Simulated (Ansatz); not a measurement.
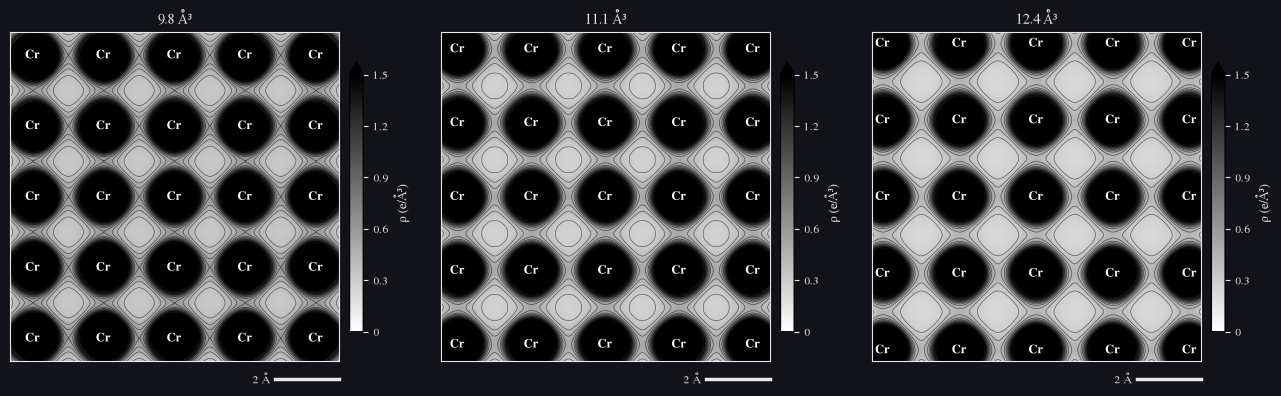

Cr. The valence pseudo-density of cells scaled evenly to different volumes (given per atom above each panel), on the (001) plane of each (indices in the axes of the cell below), at one length scale and on one colour scale.

A generated structure, not necessarily the stable one; the program warned that a starting moment wasn't kept; spin-polarised, but the moments vanished.

All numbers below come from DFT, LDA (PW92), plane waves (420 eV) with PAW, scalar-relativistic (Ansatz).

The largest cell:

```xyz
2
Lattice="2.3987 0.0000 0.0000 0.0000 2.3987 0.0000 0.0000 0.0000 4.3113" Properties=species:S:1:pos:R:3 pbc="T T T"
Cr    0.0000    0.0000    0.0000
Cr    1.1993    1.1993    2.1557
```

| volume (Å³/atom) | Cr–Cr contact in the plane (Å) | ρ at its midpoint (e/Å³) | pressure (GPa) | 
| --- | --- | --- | --- |
| 9.75 | 2.213 | 0.600 | 46.7 | 
| 10.19 | 2.246 | ? | ? | 
| 11.07 | 2.310 | 0.506 | −0.2 | 
| 12.40 | 2.399 | 0.435 | −25.3 | 

Estimate the missing row, and compare with the calculation.

Over the known rows ln ρ falls by 1.73 per Å of Cr–Cr distance (a least-squares line), which gives 0.566 e/Å³ at 2.246 Å; the calculation gives 0.566 e/Å³. For the pressure, a straight line in volume between the neighbouring rows gives 31.1 GPa; the calculation gives 27.7, lower because pressure rises ever faster on compression.
